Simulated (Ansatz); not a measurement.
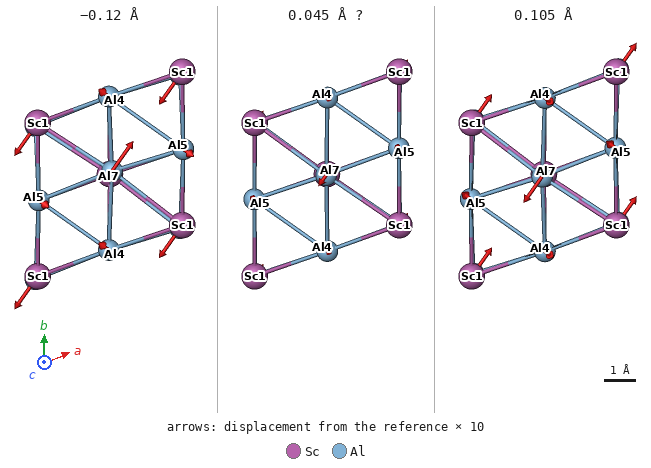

Solid ScAl3 (Pm-3m): a normal mode of wave vector (1/2, 1/2, 1/2) of the primitive cell, folded into a doubled cell, (one arbitrary combination within a set of 2 degenerate modes) is frozen in with the cell fixed, the amplitude being the largest displacement of an atom. Style: ball-and-stick. Shown: the cell of the calculation, along the c axis. Red arrows: displacements from the reference.

Level of theory: DFT PBEsol, scalar-relativistic, plane waves, PAW in Ansatz. Settings: plane-wave cutoff 420 eV; k-point mesh 10 × 10 × 10; occupations gaussian; smearing width 0.15 eV; no spin polarisation. Energies (free energies at the smearing named) are counted from the relaxed crystal.

```json
{"largest displacement (Å)": "−0.120", "E − E(ref) (meV/cell)": "49.9"}
{"largest displacement (Å)": "−0.060", "E − E(ref) (meV/cell)": "12.5"}
{"largest displacement (Å)": "0.000", "E − E(ref) (meV/cell)": "0.0"}
{"largest displacement (Å)": "0.015", "E − E(ref) (meV/cell)": "0.8"}
{"largest displacement (Å)": "0.030", "E − E(ref) (meV/cell)": "3.1"}
{"largest displacement (Å)": "0.045", "E − E(ref) (meV/cell)": "?"}
{"largest displacement (Å)": "0.075", "E − E(ref) (meV/cell)": "19.5"}
{"largest displacement (Å)": "0.090", "E − E(ref) (meV/cell)": "28.1"}
{"largest displacement (Å)": "0.105", "E − E(ref) (meV/cell)": "38.2"}
```

**One row is withheld. What is its energy?**

A straight line between the two neighbours gives 8.6 meV/cell. A cubic through the four nearest rows (0.015, 0.030, 0.075, 0.090) gives, with Lagrange weights, (−0.3000)(0.8) + (1.0000)(3.1) + (0.5000)(19.5) + (−0.2000)(28.1) = 7.0 meV/cell. The calculation gives 7.0 meV/cell, so the cubic is right to the digits shown and the straight line 1.6 meV/cell too high, as the curve bends upwards here.

The whole profile:

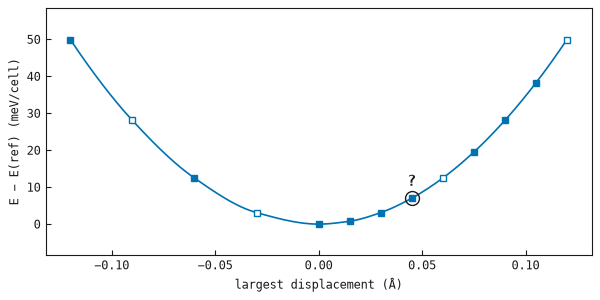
